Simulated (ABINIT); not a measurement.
**Geometry relaxation, with input and output: Sb (part 3 of 3)**

The same run, continued: Sb (P6₃/mmc, 2 atoms in the cell); Kohn-Sham DFT of a periodic cell, WC, JTH PAW PBE v2.0 (ABINIT 10.8.3); cutoff 517.02 eV, 9×9×5 k-mesh, fermi-dirac of 0.05 eV. The structure derives from a Materials Project entry. The run did not end well.

Geometry of the input (Å; fractional positions):
```
3.3545  0.0000  0.0000
-1.6773  2.9051  0.0000
0.0000  0.0000  5.4702
Sb 0.6667  0.3333  0.7500
Sb 0.3333  0.6667  0.2500
```

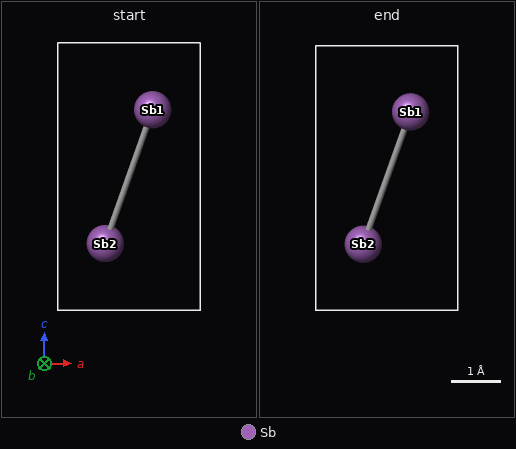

Fig. 1: Before (left) and after (right) the relaxation, at one scale (ball-and-stick view of the cell of the calculation, along the b axis). The run failed before the relaxation converged. After 5 geometry steps the energy has fallen by 1.8 meV per atom. All forces vanish by symmetry, so only the cell relaxes. The atoms keep their places relative to the cell (all moves are under 0.005 Å). The volume changes by −1.3 %, with a = b 3.355 → 3.351 Å (−0.1 %), c 5.470 → 5.410 Å (−1.1 %). Among the contacts that change: Sb1–Sb2 3.351 → 3.326 Å. The space group stays P6_3/mmc (No. 194). (Atoms are counted from 1 in the order of the input.)

What the run reported:

- outcome: ended with an error
- space group (tolerance 0.01 Å): P6₃/mmc (194)
- electrons treated: 30
- free energy: −4497.4895 eV
- gap on the k-point mesh: none (metallic)
- pressure: −0.21 GPa
- final volume: 52.61 Å³
- largest force (length of the vector) at the end: under 0.001 eV/Å
- final cell: a = 3.351 Å, b = 3.351 Å, c = 5.410 Å, α = 90.00°, β = 90.00°, γ = 120.00°
- wall time: 3.4 min
- peak memory: 0.14 GiB

The run ended with an error.
